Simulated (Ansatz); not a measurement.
Here is a crystal structure:

```
Ge
1.0
     4.39246    0.00000    0.00000
     0.00000    4.39246    0.00000
     0.00000    0.00000    4.39246
Ge
4
Direct
  0.00000 0.00000 0.00000
  0.00000 0.50000 0.50000
  0.50000 0.00000 0.50000
  0.50000 0.50000 0.00000
```

> Characterise the structure given above.

The element is germanium. Its lattice is face-centred cubic, its space group Fm-3m (No. 225). This arrangement goes by the name face-centred cubic (Cu type). The cell holds four atoms. Ge is coordinated by twelve Ge in a cuboctahedral arrangement at 3.11 Å. The bonds build a three-dimensional framework.

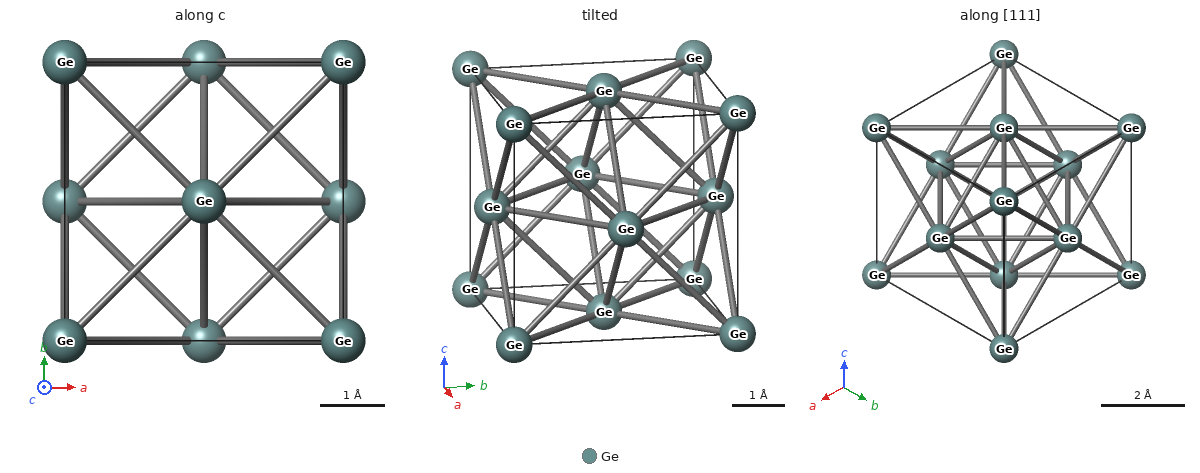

An orthographic ball-and-stick view of the structure, along the c axis, slightly off an axis and along [111]. The lines enclose the conventional unit cell; boundary atoms appear with their images.

The model was built from a structure listed in the Materials Project. The cell was then strained or its atoms displaced on purpose. It was the input of a calculation with Ansatz.

At this level of theory the cell isn't at rest (stretched, at -4 GPa), so its distances can differ from those at equilibrium, the more so the softer the solid.
